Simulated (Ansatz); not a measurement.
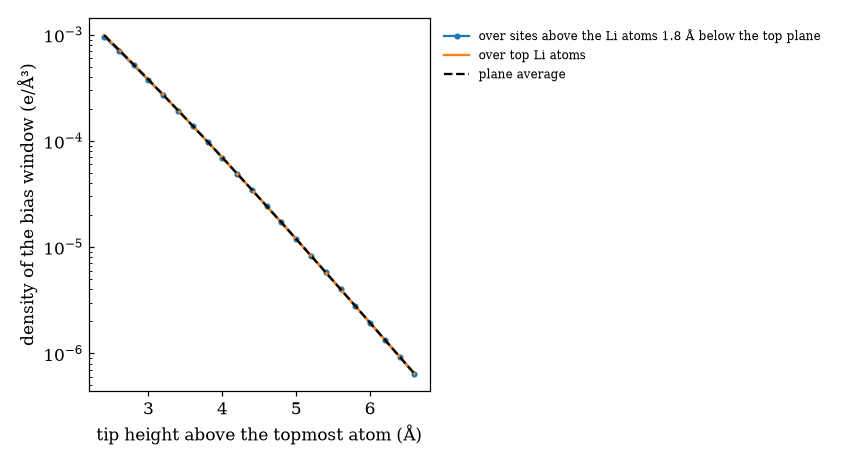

Approach curves over Li(100) (Im-3m bulk, 7 atomic planes (those closer than 0.6 Å count as one), 10 Å) at a sample bias of −0.50 V.

Images follow the Tersoff–Hamann model: the current is the local density of the sample's states between the Fermi level and the bias, at the tip's centre. Bias windows are sharp sums over the levels of the k mesh.

Theory: Ansatz 0.2.0, DFT PBE, scalar-relativistic, plane waves, PAW. Cutoff 420 eV, 30 × 30 k-points, Gaussian smearing 0.1 eV, dipole correction. The slab is a cut without reconstruction beyond its cell, at the source's lattice constants, with its lower half held fixed and the rest relaxed. Relaxation changes the spacing of inner planes by up to 8 %, all the same way; the held half keeps the source's spacing. No spin polarisation. The run couldn't confirm all of its levels under its output density. The run warns that the functional's potential is rough in the thin density of the vacuum, where the tip is; weak contrasts and barriers may feel it.

How fast does the current decay, and what apparent barrier height does that imply?

Answer. Near 4 Å the plane average falls as exp(−1.73 z/Å), a factor of 5.7 per ångström, which gives an apparent barrier of 2.9 eV (0.952 eV Å² times the slope squared). The vacuum level lies 3.00 eV above zero bias. The curve is still bending at 4 Å, since the potential hasn't yet risen to the vacuum level: further out the slope reaches 1.84 per Å, an apparent barrier of 3.2 eV. That far value is close to 3.00 eV. At 4 Å the 0.25 eV of states nearest the highest filled state carry 83 % of the density.
